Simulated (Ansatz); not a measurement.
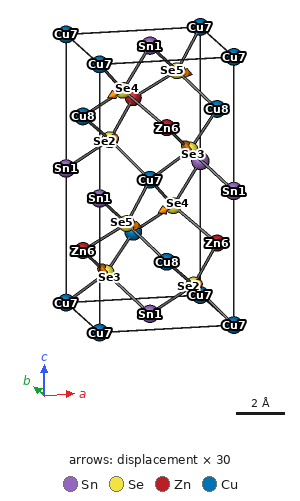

A relaxation of solid ZnCu₂SnSe₄ (set up in I-4). The starting structure is drawn; orange arrows show the displacements (the part carried along by the change of the cell is left out), 30 times their true length.

Style: ball-and-stick. Shown: the conventional cell (2 times the calculation's cell), slightly off an axis. Lengths and directions refer to the drawn axes.

The run lets cell and atoms move.

The calculation used Kohn-Sham DFT of a periodic cell, PBEsol, Ansatz PAW (Ansatz).

Input
```yaml
crystal:
  lattice:
    - [-2.885637, 2.885637, 5.739831]
    - [2.885637, -2.885637, 5.739831]
    - [2.885637, 2.885637, -5.739831]
  atoms:
    - { symbol: Sn, position: [0.5, 0.5, 0.0] }
    - { symbol: Se, position: [0.363466, 0.889713, 0.99322] }
    - { symbol: Se, position: [0.896493, 0.370246, 0.00678] }
    - { symbol: Se, position: [0.110287, 0.103507, 0.473753] }
    - { symbol: Se, position: [0.629754, 0.636534, 0.526247] }
    - { symbol: Zn, position: [0.75, 0.25, 0.5] }
    - { symbol: Cu, position: [0.0, 0.0, 0.0] }
    - { symbol: Cu, position: [0.25, 0.75, 0.5] }
hamiltonian:
  xc: pbesol
  pseudopotentials: { kind: paw }
kpoints:
  mp_grid: { grid: [7, 7, 7] }
scf:
  occupations: { method: fermi_dirac, width: 0.05 }
output:
  forces: true
  stress: true
  eigenvalues: true
relax:
  f_tol: 0.01
  max_steps: 40
  cell: { stress_tol: 0.05 }
```

Launched with:
```bash
ansatz run input.yaml --threads 4 --pin off --max-ram 11264MiB --backend cpu --events-out ev --progress --plain --runs-dir out
```

Which element moves most?

Selenium: up to 0.026 Å, against 0.000 Å for copper.

What did the optimiser do to the structure, and how much energy did it gain?

The energy falls by 13.6 meV per atom in 3 accepted moves (4 points after the start). Largest force component: 0.14 eV/Å at the start, 0.00079 eV/Å at the end. The pressure goes from −3.06 to 0.00 GPa. At 1 point the geometry stayed and the basis and grid were re-selected for the new cell (energy shift of 0.3 meV per atom at most each time). The largest moves relative to the cell, 0.026 Å, are those of Se2, Se3, Se4 and Se5. Se3 goes roughly along [−1 3 1]. Cu and Zn and Sn stay in place. Cell: a = b 5.771 → 5.660 Å (−1.9 %), c 11.480 → 11.312 Å (−1.5 %). Volume −5.2 %. Among the contacts that change: Se2–Cu8 2.442 → 2.384 Å, Se2–Cu7 2.442 → 2.388 Å, Se2–Zn6 2.487 → 2.450 Å, Sn1–Se2 2.615 → 2.591 Å. The space group stays I-4 (No. 82). Cost: 2.1 min on 4 threads of AMD EPYC 7R43 64-Core Processor (Zen 3) (shared host), peak memory 1.1 GiB.
